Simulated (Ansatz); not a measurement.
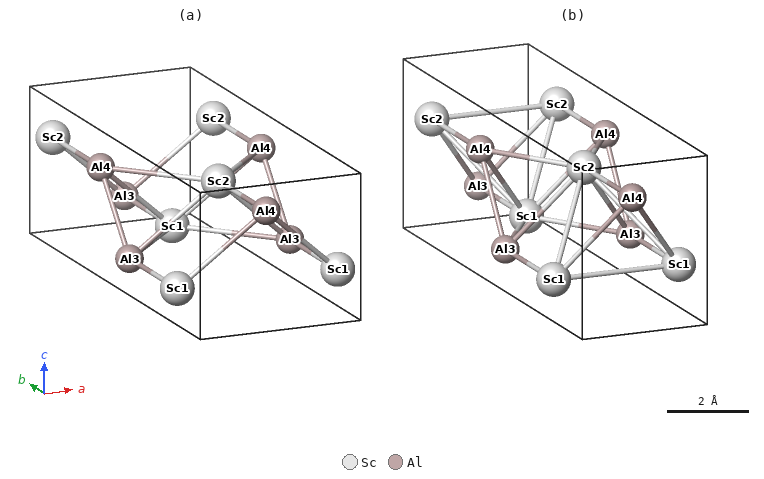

The structure of crystalline ScAl (set up in Cmcm) before (left) and after (right) a relaxation, at one scale.

Style: ball-and-stick. Shown: the conventional cell (2 times the calculation's cell), slightly off an axis. Lengths and directions refer to the drawn axes.

Level of theory: DFT r2SCAN, scalar-relativistic, plane waves, PAW in Ansatz. Settings: plane-wave cutoff 500 eV; k-point mesh 10 × 10 × 12; occupations gaussian; smearing width 0.1 eV; no spin polarisation; cell and atoms relaxed; force threshold 0.005 eV/Å; at most 80 steps.

Describe what moved and what it gained.

The run was cut off at its time limit before the program reported convergence, but its last step already meets the force threshold: the largest component is 0.0027 eV/Å against 0.005 eV/Å. The pressure is within 0.01 GPa of its target. The energy falls by 75.8 meV per atom in 9 accepted moves (10 points after the start). Largest force component: 0.033 eV/Å at the start, 0.0027 eV/Å at the end. Pressure: −0.51 GPa at the start and 0.00 GPa at the end. The line search rejected the trial step at point 9 of the run. The largest moves relative to the cell, 0.28 Å, are those of Sc1 and Sc2. Sc1 goes along +b. By element the largest moves are Sc 0.28 Å, Al 0.16 Å. Cell: a 4.327 → 3.370 Å (−22.1 %), b 10.500 → 11.033 Å (+5.1 %), c 3.771 → 4.339 Å (+15.0 %). Volume −5.9 %. Some distances before and after: Sc1–Sc1 4.327 → 3.370 Å, Sc1–Sc2 3.747 → 3.386 Å, Sc1–Al3 3.164 → 3.048 Å, Al3–Al4 2.589 → 2.661 Å. The space group stays Cmcm (No. 63).
